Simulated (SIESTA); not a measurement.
System: Ta, space group Im-3m (No. 229).

Structure:
```yaml
crystal:
  lattice:
    - [-1.65128, 1.65128, 1.65128]
    - [1.65128, -1.65128, 1.65128]
    - [1.65128, 1.65128, -1.65128]
  atoms:
    - { symbol: Ta, position: [0.00000, 0.00000, 0.00000] }
```

Computed with SIESTA 5.4.2: DFT in numerical atomic orbitals with pseudopotentials, no spin polarisation; energies at scaled volumes of the given cell, shape and fractions fixed, counted from the fit's minimum, third-order Birch-Murnaghan fit. Level: PBE.

- k mesh: 11×11×11
- occupations: Fermi–Dirac
- smearing width: 0.05 eV
- potentials: PseudoDojo 0.4 standard, converted to PSML, two zetas on semicore shells
- program settings: basis DZP, mesh cutoff 800 Ry

Describe the result: the energy and pressure against volume. The volume takes the values 16.93, 17.29, 17.65, 18.01, 18.37, 18.73, 19.09 Å³/atom.

A third-order Birch–Murnaghan fit gives V0 = 18.28 Å³/atom, B0 = 205 GPa and B′ = 4.3. The energy is 73.78 meV/atom at volume 16.93 Å³/atom and 21.13 meV/atom at 19.09 Å³/atom; the lowest computed point is at volume 18.37 Å³/atom (0.19 meV/atom), in a single well. The pressure falls from 18.82 GPa at volume 16.93 Å³/atom to −8.01 GPa at 19.09 Å³/atom, and changes sign near 18.29 Å³/atom.

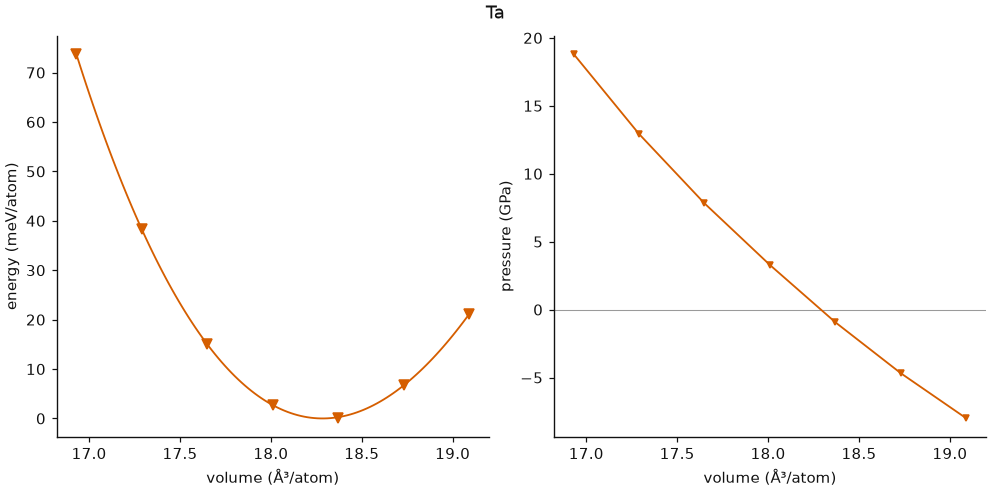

Keep in mind: mulliken charges of long orbitals; short basis over semicore shells.
